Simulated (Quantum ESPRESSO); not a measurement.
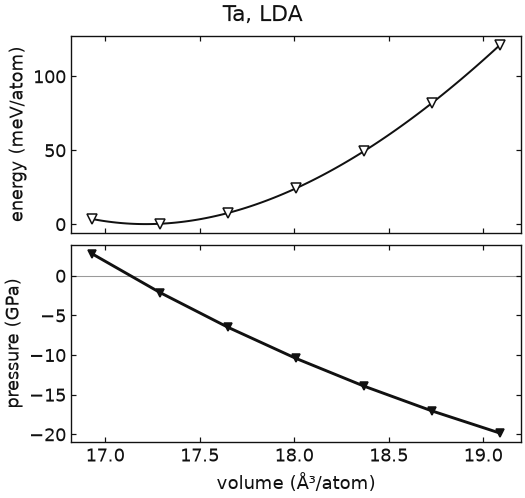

The figure shows the energy and pressure against volume for Ta, space group Im-3m (No. 229).

Cell as given: a = 2.860 Å, b = 2.860 Å, c = 2.860 Å, α = 109.47°, β = 109.47°, γ = 109.47°; 1 atom.

Computed with Quantum ESPRESSO 7.5: plane-wave DFT, no spin polarisation; energies at scaled volumes of the given cell, shape and fractions fixed, counted from the fit's minimum, third-order Birch-Murnaghan fit. Level: LDA.

k mesh 11×11×11; occupations Fermi–Dirac; smearing width 0.05 eV; potentials GBRV 1.5 LDA; wave cutoff 612.3 eV; density cutoff 4898 eV.

Tabulate the plotted points.

```csv
volume (Å³/atom),energy (meV/atom),pressure (GPa)
16.93,3,2.78
17.29,0,-2.12
17.65,8,-6.51
18.01,24,-10.44
18.37,49,-13.94
18.73,82,-17.07
19.09,121,-19.87
```
